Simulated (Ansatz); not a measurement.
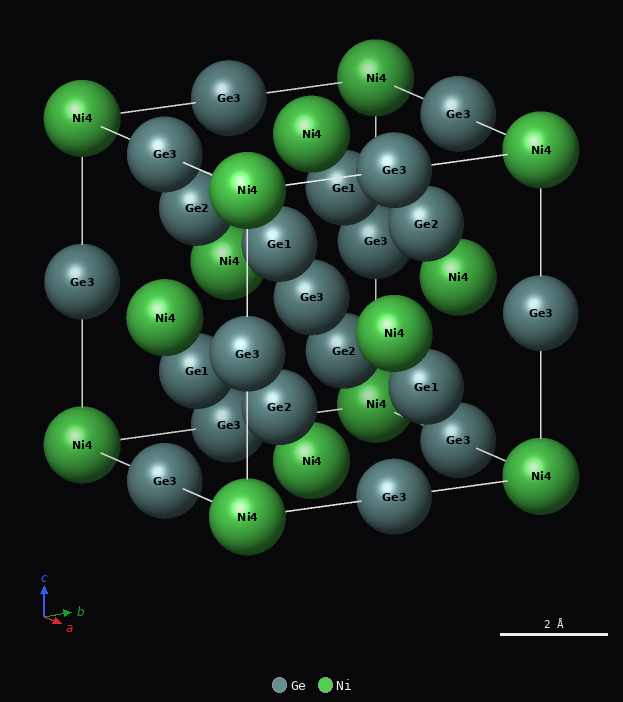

Figure 1. The structure (spheres-only view of the cell 4 times as large as that of the calculation, set on its symmetry axes, seen at an oblique angle; atoms are numbered from 1 in the order of the input). An atom can appear more than once, as a periodic image.

Run report: NiGe$_{3}$, single-point calculation (part 1 of 3)

- system: NiGe$_{3}$ (Fm-3m, 4 atoms in the cell)
- method: DFT r2SCAN, scalar-relativistic, plane waves, PAW, spin-polarised (Ansatz 0.2.0)

The structure was built on a prototype by a generator; it need not be a known phase. It belongs to a series of runs on one base structure; here: large parallel starting moments. Figures and captions count atoms from 1; the log counts them from 0 in places.

## Output
```
Engine: ansatz 0.2.0, aarch64-unknown-linux-gnu
Pseudopotentials: kind: paw
Pseudopotential: Ge, paw, valence charge 14, recommended cutoff 500 eV (meta_gga), Ge.paw.azcp
Pseudopotential: Ni, paw, valence charge 18, recommended cutoff 500 eV (meta_gga), Ni.paw.azcp
Functional definition: r2SCAN
  parameter k0 = 0.174
  parameter k1 = 0.065
  parameter a1 = 4.9479
  exchange = r2scan_x(k0 = k0, k1 = k1, a1 = a1)
  correlation = r2scan_c
Crystal: 4 atoms, lattice volume = 62.692 Å³
Basis set: ecut = 500 eV, 1639 PW (Γ), exchange–correlation on 144×144×144 points (64 copies of the dense FFT grid, shifted against one another)
Bands: 38, of which v1, the nominal top of the filled ones, is band 30 counted from 1 (29 counted from 0)
Symmetry: 48 space group operations
Space group: Fm-3m (ITA 225), of the structure as read, at distance tolerance 4.0e-5 Å
Magnetic group: BNS 225.116 (UNI 1618), of the structure as read, at distance tolerance 4.0e-5 Å
k-points: 72 of 1728
Non-local potential: Ge, projectors of the file, l = 0: 2, l = 1: 2, l = 2: 3, l = 3: 1
Non-local potential: Ni, projectors of the file, l = 0: 3, l = 1: 2, l = 2: 3, l = 3: 1
PAW form: soft (Blöchl's): semilocal exchange-correlation on the pseudo side does not see the compensation charge
PAW frozen core: Ge, regenerated for the run's functional (the file was generated under x = pbe(κ = 0.804, μ = 0.2195149727645171), c = pbe(β = 0.06672455060314922))
PAW frozen core: Ni, regenerated for the run's functional (the file was generated under x = pbe(κ = 0.804, μ = 0.2195149727645171), c = pbe(β = 0.06672455060314922))
PAW one-centre angular grid: Ge, 590 points (default); XC on 160 Gauss nodes
PAW one-centre angular grid: Ni, 590 points (default); XC on 160 Gauss nodes
Initial density: superposition of atomic densities (chi_scale 0.1, normalization cell)
Starting moments: Σ|m| = 2.5 μB on 1 of 4 sites
Initial wavefunctions: pseudopotential atomic-orbital guess
Functional: x = r2scan, c = r2scan; τ floored in thin density (d = 2e-4 eV/Å³)
```
